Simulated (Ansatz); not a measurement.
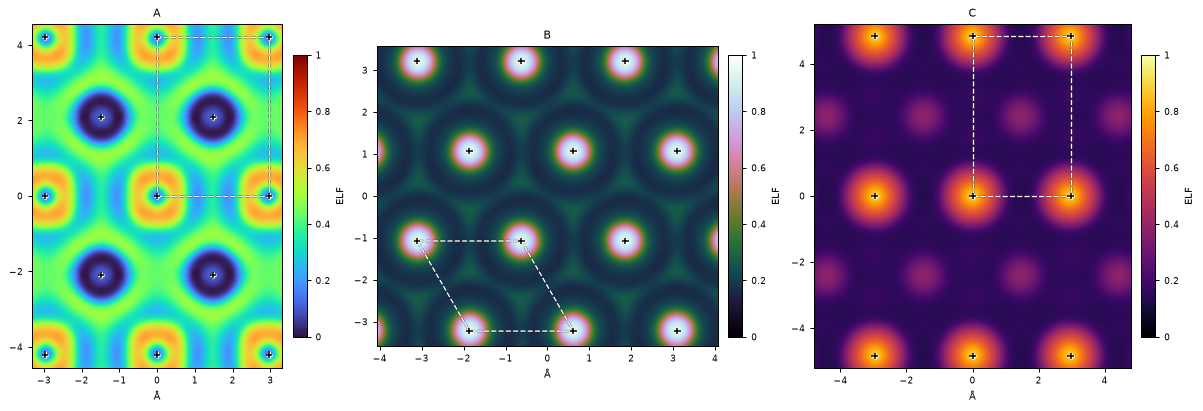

The electron localisation function of 3 systems, each on a plane through atoms (crosses mark nuclei in the plane).

The calculation used Kohn-Sham DFT of a periodic cell, PBE0, Ansatz PAW (Ansatz).

System 1: Ag, the (010) plane of the conventional cell. Space group P6₃/mmc; computed pressure about −3 GPa in this cell.

```
Ag
1.0
     2.96856    0.00000    0.00000
    -1.48428    2.57085    0.00000
     0.00000    0.00000    4.85303
Ag
2
Direct
  0.66667 0.33333 0.75000
  0.33333 0.66667 0.25000
```

System 2: Cu, the (001) plane of the conventional cell. Space group P6₃/mmc; a structure from a database of computed crystals, not necessarily the ambient phase; computed pressure about 18 GPa in this cell.

```
Cu
1.0
     2.48237    0.00000    0.00000
    -1.24118    2.14979    0.00000
     0.00000    0.00000    4.02862
Cu
2
Direct
  0.66667 0.33333 0.75000
  0.33333 0.66667 0.25000
```

System 3: AlRu, the (101̄) plane of the conventional cell. Space group Pm-3m.

```xyz
2
Lattice="2.9715 0.0000 0.0000 0.0000 2.9715 0.0000 0.0000 0.0000 2.9715" Properties=species:S:1:pos:R:3 pbc="T T T"
Ru    1.4858    1.4858    1.4858
Al    0.0000    0.0000    0.0000
```

### Match each panel to its system.

Panel A is system 3, AlRu: the plane holds Ru and Al. Al–Ru (2.57 Å): the ELF is about 0.35 at the midpoint. Panel B is system 2, Cu: the plane holds Cu. Cu–Cu (2.48 Å): the ELF is about 0.20 at the midpoint; no localised pair shows between them. Panel C is system 1, Ag: the plane holds Ag. Ag–Ag (2.97 Å): the ELF is about 0.15 at the midpoint (no shared electron pair shows on this line).
